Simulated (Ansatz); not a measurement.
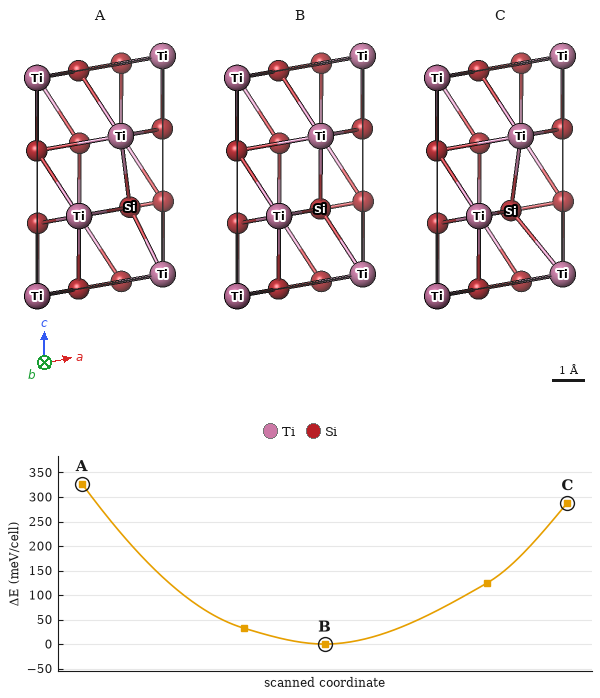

Frames of a one-coordinate scan of solid TiSi2 (Immm). Style: ball-and-stick. Shown: the cell of the calculation, along the b axis.

Computed with Ansatz, DFT PBE, scalar-relativistic, plane waves, PAW. Set-up: plane-wave cutoff 420 eV; k-point mesh 12 × 12 × 8; occupations gaussian; smearing width 0.15 eV; no spin polarisation. Energies (free energies at the smearing named) are counted from the relaxed crystal.

What is being scanned?

A Si atom (one in each cell of 9 atoms) is moved towards the nearest copy of atom 7 (Si) at 2.628 Å, all else fixed. In the frames the displacement is −0.30 Å (A), 0.00 Å (B), 0.30 Å (C). The lowest computed point lies at the displacement 0.00 Å (0 meV/cell). The end points stand at 327 meV/cell (−0.30 Å) and 288 meV/cell (0.30 Å). The curvature at zero is about 6.9 eV/Å². The well is nearly symmetric. At the highest point the shortest interatomic distance is 2.38 Å, against 2.63 Å in the reference. The distortion takes the space group from Immm to P1.
